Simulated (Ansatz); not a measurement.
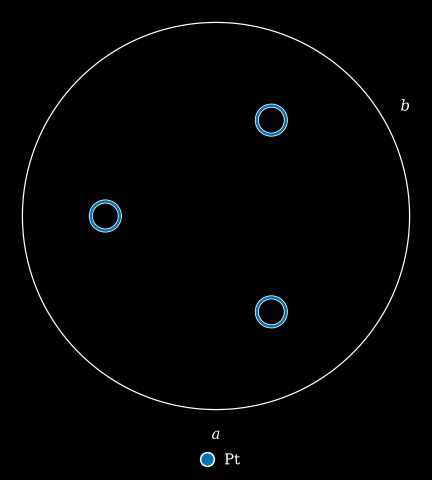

Crystal: PtSe2, a calculation's input that goes back to an entry of the Crystallography Open Database (an earlier step may have relaxed or displaced it). Directions from one selenium atom at (1/3, 2/3, 1/4) to its bonded neighbours, in stereographic projection down c (filled: above the plane of the page or in it, open: below). Symmetry computed with spglib at a tolerance of 0.002 Å; standard conventional cell.

Neighbours are counted up to 3.12 Å for Pt.

```
CELL_PARAMETERS angstrom
3.72400 0.00000 0.00000
-1.86200 3.22508 0.00000
0.00000 0.00000 5.06200
ATOMIC_POSITIONS crystal
Pt 0.00000 0.00000 0.00000
Se 0.33333 0.66667 0.25000
Se 0.66667 0.33333 0.75000
```

> How many neighbours are there, and at what angles?

3: 3 Pt at 2.49 Å. Angles between bonds: 97° (3×).

> What is the site's symmetry in the crystal?

Point group 3m (C3v), order 6: one threefold axis, three mirror planes. In P-3m1 (No. 164) this is Wyckoff position 2d.
